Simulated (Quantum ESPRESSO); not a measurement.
**LiF (Griceite): how pressure shifts the optical phonon**

Aim: the Grüneisen parameter and the pressure coefficient of an optical mode of LiF (Griceite).

Program: Quantum ESPRESSO 7.5. Level of theory: DFT PBE, scalar-relativistic, plane waves, PseudoDojo norm-conserving pseudopotentials. Results are calculated unless marked as measured.

## 1. The relaxed structure

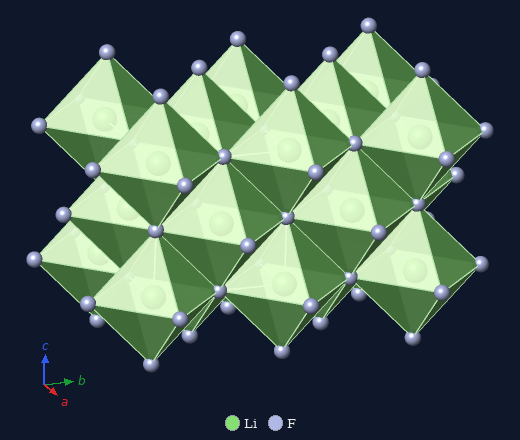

The cell as given, slightly off an axis (lithium green, fluorine light blue). 1×2×1 cells are drawn. This picture shows the conventional cell, with its axes. Some periodic images of atoms are drawn too.

This is the cell after its relaxation at this level of theory, not the database cell from which that began.

## 2. Runs at several volumes

The relaxed cell is scaled uniformly; in this structure symmetry fixes all atoms, so nothing has to be relaxed anew. Each volume gets a ground state and a response at Γ. The mode followed is the highest one without the macroscopic field, of symmetry T1u; longitudinal polar modes lie higher. Cutoff 92 Ry, k mesh 12×12×12.

From the response at V/V₀ = 0.97:

The program printed:

```text
[banners, grids, parts of the stress and lines that vanish by symmetry left out]
Program PHONON v.7.5
     Reading xml data from directory:

[...]
Exchange-correlation= PBE
                           (   1   4   3   4   0   0   0)
[...]
kinetic-energy cut-off    =      92.0000  Ry
     charge density cut-off    =     368.0000  Ry
     convergence threshold     =      1.0E-18
[...]
Exchange-correlation= PBE
                           (   1   4   3   4   0   0   0)
[...]
q = (   0.0000000   0.0000000   0.0000000 )
     49 Sym.Ops. (with q -> -q+G )
     G cutoff =  269.0097  (  13107 G-vectors)     FFT grid: ( 36, 36, 36)
     number of k points=    72
[...]
Mode symmetry, O_h (m-3m)  point group:
[...]
Dielectric constant
[...]
End of electric fields calculation
          Dielectric constant in cartesian axis
          (       2.052832494       0.000000000      -0.000000000 )
          (       0.000000000       2.052832494       0.000000000 )
          (      -0.000000000       0.000000000       2.052832494 )
          Effective charges (d Force / dE) in cartesian axis without acoustic sum rule applied (asr)
           atom    1  Li    Mean Z*:        1.05154
      Ex  (        1.05154       -0.00000        0.00000 )
      Ey  (       -0.00000        1.05154       -0.00000 )
      Ez  (        0.00000       -0.00000        1.05154 )
           atom    2  F     Mean Z*:       -1.05155
      Ex  (       -1.05155       -0.00000        0.00000 )
      Ey  (        0.00000       -1.05155       -0.00000 )
      Ez  (        0.00000       -0.00000       -1.05155 )
          Effective charges Sum: Mean:       -0.00001
[...]
Effective charges (d Force / dE) in cartesian axis with asr applied:
           atom    1  Li    Mean Z*:        1.05154
[...]
atom    2  F     Mean Z*:       -1.05154
[...]
Representation #   1 modes #   1   2   3
[...]
End of self-consistent calculation
     Convergence has been achieved
     Representation #   2 modes #   4   5   6
[...]
End of self-consistent calculation
     Convergence has been achieved
[...]
Dielectric constant in cartesian axis
          (       2.052832494       0.000000000      -0.000000000 )
          (       0.000000000       2.052832494       0.000000000 )
          (      -0.000000000       0.000000000       2.052832494 )
          Effective charges (d Force / dE) in cartesian axis without acoustic sum rule applied (asr)
           atom    1  Li    Mean Z*:        1.05154
      Ex  (        1.05154       -0.00000        0.00000 )
      Ey  (       -0.00000        1.05154       -0.00000 )
      Ez  (        0.00000       -0.00000        1.05154 )
           atom    2  F     Mean Z*:       -1.05155
      Ex  (       -1.05155       -0.00000        0.00000 )
      Ey  (        0.00000       -1.05155       -0.00000 )
      Ez  (        0.00000       -0.00000       -1.05155 )
          Effective charges Sum: Mean:       -0.00001
[...]
Effective charges (d Force / dE) in cartesian axis with asr applied:
           atom    1  Li    Mean Z*:        1.05154
[...]
atom    2  F     Mean Z*:       -1.05154
[...]
q = (    0.000000000   0.000000000   0.000000000 )
[...]
freq (    1) =      -0.225572 [THz] =      -7.524286 [cm-1]
     freq (    2) =      -0.225572 [THz] =      -7.524286 [cm-1]
     freq (    3) =      -0.225572 [THz] =      -7.524286 [cm-1]
     freq (    4) =       8.883065 [THz] =     296.307150 [cm-1]
     freq (    5) =       8.883065 [THz] =     296.307150 [cm-1]
     freq (    6) =       8.883065 [THz] =     296.307150 [cm-1]
[...]
Mode symmetry, O_h (m-3m)  point group:
     freq (   1-   3) =         -7.5  [cm-1]   --> T_1u G_15  G_4- I
     freq (   4-   6) =        296.3  [cm-1]   --> T_1u G_15  G_4- I

   JOB DONE.
```

One volume, V/V₀ = 1, is held back as a test.

```
V/V₀  volume (Å³/atom)  pressure (GPa)   ω (cm⁻¹)
0.97             8.122            2.18     296.31
   1             8.373           -0.01  held back
1.03             8.625           -1.88     244.67
```

## 3. The fit

The mode Grüneisen parameter is γ = −d ln ω / d ln V.

| ln(V/V₀) | ln ω |
| --- | --- |
| -0.0305 | 5.6914 |
| 0.0296 | 5.4999 |

A straight line through these points has the slope -3.191, so γ = 3.19; at V/V₀ = 1 it predicts ω = exp(5.5942 + 0.0000) = 268.87 cm⁻¹.

A parabola of pressure against ln V through V/V₀ = 0.97, 1 and 1.03 gives the bulk modulus B = −dP/d ln V = 68 GPa at V₀. With ω₀ from the fitted line the pressure coefficient follows as dω/dP = γ ω₀ / B = 3.19 × 268.9 / 68 = 12.7 cm⁻¹/GPa.

## 4. The run that was held back

The program printed:

```text
[banners, grids, parts of the stress and lines that vanish by symmetry left out]
[banner, memory and clock lines left out]
Program PHONON v.7.5

[...]
Exchange-correlation= PBE
                           (   1   4   3   4   0   0   0)
[...]
(   8 q-points):
[...]
kinetic-energy cut-off    =      92.0000  Ry
     charge density cut-off    =     368.0000  Ry
     convergence threshold     =      1.0E-18
[...]
Exchange-correlation= PBE
                           (   1   4   3   4   0   0   0)
[...]
q = (   0.0000000   0.0000000   0.0000000 )
     49 Sym.Ops. (with q -> -q+G )
     G cutoff =  274.5281  (  13539 G-vectors)     FFT grid: ( 36, 36, 36)
     number of k points=    72
[...]
Mode symmetry, O_h (m-3m)  point group:
[...]
Dielectric constant
[...]
End of electric fields calculation
          Dielectric constant in cartesian axis
          (       2.043951227       0.000000000      -0.000000000 )
          (       0.000000000       2.043951227      -0.000000000 )
          (       0.000000000      -0.000000000       2.043951227 )
          Effective charges (d Force / dE) in cartesian axis without acoustic sum rule applied (asr)
           atom    1  Li    Mean Z*:        1.05467
      Ex  (        1.05467        0.00000       -0.00000 )
      Ey  (        0.00000        1.05467       -0.00000 )
      Ez  (       -0.00000       -0.00000        1.05467 )
           atom    2  F     Mean Z*:       -1.05468
      Ex  (       -1.05468       -0.00000        0.00000 )
      Ey  (        0.00000       -1.05468       -0.00000 )
[...]
Convergence has been achieved
[...]
Convergence has been achieved
[...]
Convergence has been achieved
[...]
q = (    0.000000000  -0.707106781   0.000000000 )
[...]
freq (    5) =       9.876043 [THz] =     329.429322 [cm-1]
     freq (    6) =      13.388498 [THz] =     446.592234 [cm-1]
[...]
Mode symmetry, D_4h(4/mmm) point group:
     freq (   1-   2) =        239.9  [cm-1]   --> E_u  X_5' M_5'
     freq (   3-   4) =        310.7  [cm-1]   --> E_u  X_5' M_5'
     freq (   5-   5) =        329.4  [cm-1]   --> A_2u X_4' M_4'
     freq (   6-   6) =        446.6  [cm-1]   --> A_2u X_4' M_4'
[...]
Mode symmetry, D_2d (-42m) point group:
[...]
Representation #   1 mode #   1
[...]
Convergence has been achieved
     Representation #   2 mode #   2
[...]
Convergence has been achieved
     Representation #   3 modes #   3   4
[...]
End of self-consistent calculation
     Convergence has been achieved
     Representation #   4 modes #   5   6
[...]
End of self-consistent calculation
     Convergence has been achieved
[...]
q = (   -0.353553391  -0.707106781   0.000000000 )
[...]
freq (    1) =       7.734663 [THz] =     258.000583 [cm-1]
     freq (    2) =       8.975349 [THz] =     299.385403 [cm-1]
     freq (    3) =       8.975349 [THz] =     299.385403 [cm-1]
     freq (    4) =      10.449704 [THz] =     348.564611 [cm-1]
     freq (    5) =      11.351467 [THz] =     378.644177 [cm-1]
     freq (    6) =      11.351467 [THz] =     378.644177 [cm-1]
[...]
Mode symmetry, D_2d (-42m) point group:
     freq (   1-   1) =        258.0  [cm-1]   --> A_1  X_1  W_1
     freq (   2-   3) =        299.4  [cm-1]   --> E    X_5  W_3
     freq (   4-   4) =        348.6  [cm-1]   --> B_2  X_3  W_2
     freq (   5-   6) =        378.6  [cm-1]   --> E    X_5  W_3
```

It gives 270.22 cm⁻¹ against the predicted 268.87 cm⁻¹, a miss of 1 cm⁻¹.

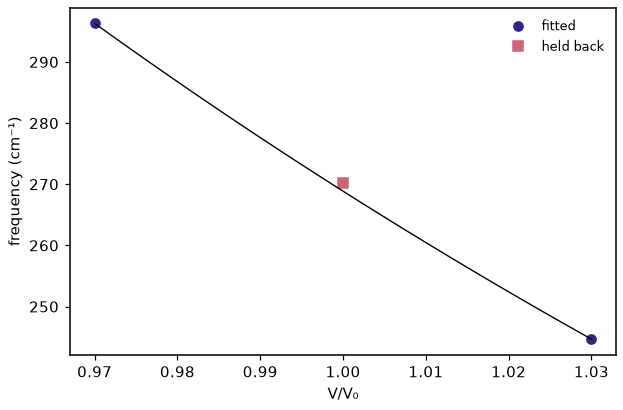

Frequency against volume, with the power-law fit.

## 5. Outcome

```json
{
  "mode Grüneisen parameter": "3.191",
  "bulk modulus": "67.5 GPa",
  "pressure coefficient": "12.7 cm⁻¹/GPa"
}
```

**Reading.** The highest optical mode of LiF (Griceite) without the LO-TO term stiffens by 12.7 cm⁻¹ a GPa near the relaxed volume, with γ = 3.19. The power law meets all 3 runs within 0.51 %; between neighbouring volumes γ runs from 3.03 to 3.36. Such a coefficient turns a measured shift of this mode into a hydrostatic stress; uniaxial or biaxial stress splits the mode and needs deformation potentials. These are harmonic values at zero temperature for the structure held cubic, which a run at Γ can't show to be stable; the bulk modulus rests on three points.

[Host names and launcher messages were left out of these logs when they were recorded.]

[Logs are printed without paths, hosts, clocks, repeated set-up lines and the standing remarks that a program may print on its own settings, such as how far it seeks lower states.]

[Hosts, paths, dates, database ids (printed as entryN), source tags and the programs' standing remarks are cut or masked in the printed files.]
